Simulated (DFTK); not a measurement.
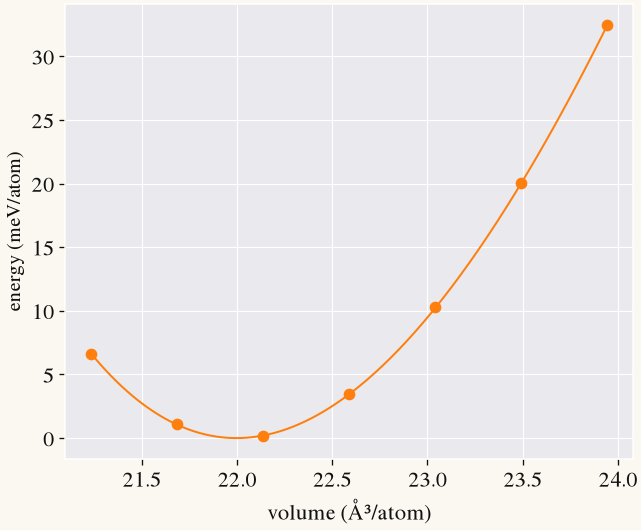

The picture above shows the energy against volume.

Method: plane-wave DFT, no spin polarisation; energies at scaled volumes of the given cell, shape and fractions fixed, counted from the fit's minimum, third-order Birch-Murnaghan fit (DFTK 0.8.2). Level: LDA.

> For which of these solids was it computed?
A. Ir, Fm-3m (No. 225)
B. GaAs, F-43m (No. 216)
C. ZrC, Fm-3m (No. 225)

B, GaAs: energy from 0.17 meV/atom to 32.48 meV/atom, V0 22 Å³/atom, B0 73.9 GPa. The others give: ZrC, energy from 0 meV/atom to 114 meV/atom, V0 12.52 Å³/atom, B0 247 GPa; Ir, energy from 0.57 meV/atom to 67.13 meV/atom, V0 13.98 Å³/atom, B0 405 GPa.

For Ir, limits of the calculation: coarse k mesh.
